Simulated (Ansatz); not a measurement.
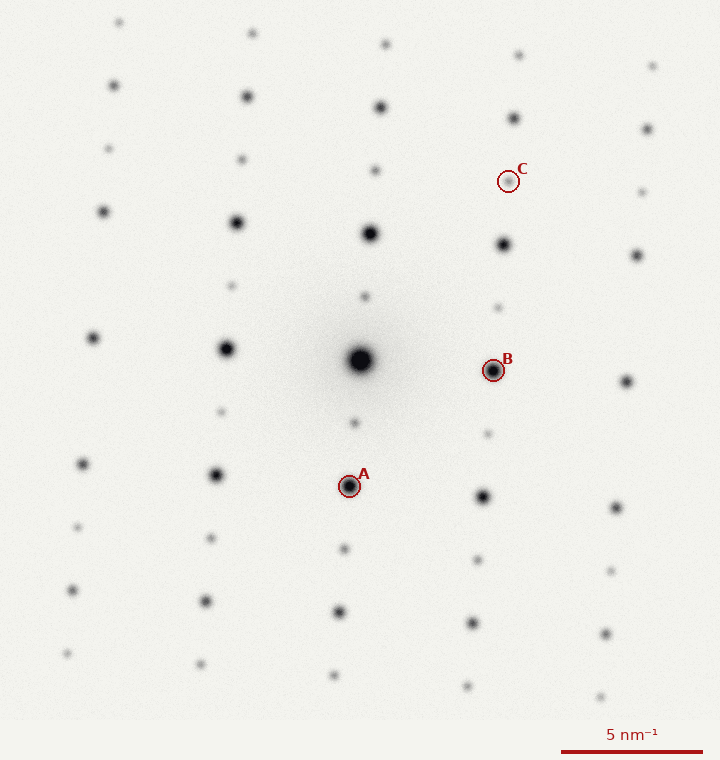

Simulated selected-area electron diffraction pattern (100 kV, kinematic approximation, thin crystal, B = 0.5 Å² for all atoms). The zone axis points towards the electron source and the pattern is seen from the source side.

Ni, space group Fmmm (No. 69), a = 2.470 Å, b = 4.188 Å, c = 8.851 Å. Structure: coordinates from a relaxation with DFT PBE, scalar-relativistic, plane waves, PAW (Ansatz); the starting structure was generated, so it need not be a known form of this composition.

Spot A is indexed 0 0 -4 and spot B 0 2 0.

Question: What are the indices of the remaining marked spot?

Answer: C = −(3/2)A + B = 0 2 6 (d = 1.206 Å).

Question: Find the zone axis.

Answer: The cross product of A and B is parallel to [100]; every spot obeys hu + kv + lw = 0.

Question: What are the spacings of A and B and the angle between them?

Answer: d(A) = 2.213 Å, d(B) = 2.094 Å, and the angle is 90.0°.
